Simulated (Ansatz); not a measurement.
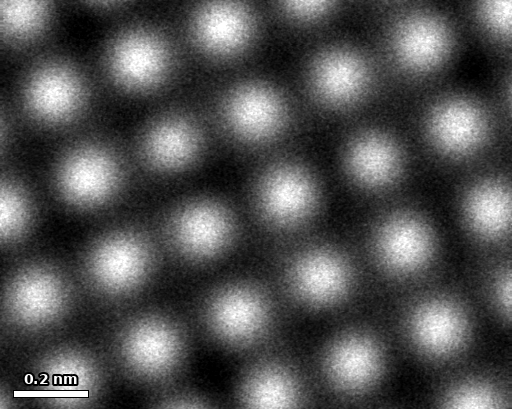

An image along [001] of one of the structures below (computed or model cells, partly hypothetical, each in its standard cell). The image is simulated as a sum over atoms of Z^1.8, blurred by a 1.30 Å probe (no channelling). The probe carries 15 % of its weight in a tail 2.5 times as wide. Shot noise, a slight drift and the speckle of an amorphous layer were added.

A. Cd
Space group P6_3/mmc (No. 194). a = 3.005 Å, b = 3.005 Å, c = 5.713 Å, α = 90.00°, β = 90.00°, γ = 120.00°
| atom | site | symmetry | x | y | z |
| --- | --- | --- | --- | --- | --- |
| Cd | 2d | -6m2 | 0.3333 | 0.6667 | 0.7500 |

B. Tc
Space group P6_3/mmc (No. 194). a = 2.753 Å, b = 2.753 Å, c = 4.401 Å, α = 90.00°, β = 90.00°, γ = 120.00°
| atom | site | symmetry | x | y | z |
| --- | --- | --- | --- | --- | --- |
| Tc | 2d | -6m2 | 0.3333 | 0.6667 | 0.7500 |

C. Cd
Space group Im-3m (No. 229). a = 3.509 Å, b = 3.509 Å, c = 3.509 Å, α = 90.00°, β = 90.00°, γ = 90.00°
```csv
atom,site,symmetry,x,y,z
Cd,2a,m-3m,0.0000,0.0000,0.0000
```

D. Cd
Space group Fm-3m (No. 225). a = 4.508 Å, b = 4.508 Å, c = 4.508 Å, α = 90.00°, β = 90.00°, γ = 90.00°
| atom | site | symmetry | x | y | z |
| --- | --- | --- | --- | --- | --- |
| Cd | 4a | m-3m | 0.0000 | 0.0000 | 0.0000 |

### Which of them gives this image?

C, Cd. Along [001] the projected cells are A 3.00 × 3.00 Å, 120°; B 2.75 × 2.75 Å, 120°; C 2.48 × 2.48 Å, 90°; D 2.25 × 2.25 Å, 90°. The image repeats as C does.

Structure C: the input geometry of an electronic-structure calculation (not necessarily at equilibrium); the starting structure was generated, so it need not be a known form of this composition.
